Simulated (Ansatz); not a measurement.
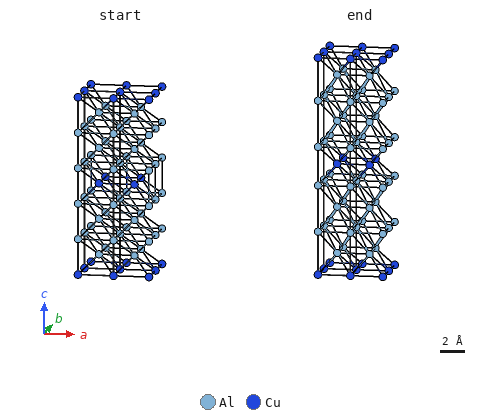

The structure of crystalline Al$_{4}$Cu (a generated structure, set up in I4/mmm) (coarse preliminary run) before (left) and after (right) a relaxation, at one scale.

A ball-and-stick model of the conventional cell (2 times the calculation's cell), repeated 2 × 2 × 1 with one cell outlined, seen slightly off an axis. Lengths and directions refer to the drawn axes.

All numbers below come from DFT PBE, scalar-relativistic, plane waves, PAW (Ansatz). (plane-wave cutoff 420 eV; k-point mesh 8 × 8 × 8; occupations gaussian; smearing width 0.1 eV; no spin polarisation; cell and atoms relaxed; force threshold 0.04 eV/Å; at most 70 steps)

> What changed between the two?

Over 9 accepted moves (12 points after the start) the energy falls by 142 meV per atom. The largest force component goes from 1.1 to 0.015 eV/Å. The pressure goes from 3.12 to 0.00 GPa. The line search rejected the trial step at point 6 of the run. The SCF was repeated twice at an unchanged geometry on a basis and grid sized afresh for the cell, which shifted the energy by 9.9 meV per atom at most. The largest moves relative to the cell, 0.21 Å, are those of Al atoms. Cu stays in place. The drawn cell changes as follows: a = b 3.111 → 2.840 Å (−8.7 %), c 15.554 → 19.016 Å (+22.3 %); the volume changes by +1.9 %. Near-neighbour distances that change, for instance: Al–Al 3.111 → 3.384 Å, Al–Al 3.111 → 2.840 Å, Cu–Cu 3.111 → 2.840 Å, Al–Al 2.694 → 2.888 Å. The space group stays I4/mmm (No. 139). The run took 120 s on 1 thread of Intel(R) Xeon(R) Processor @ 2.70GHz, on a shared host, peak memory 0.43 GiB.
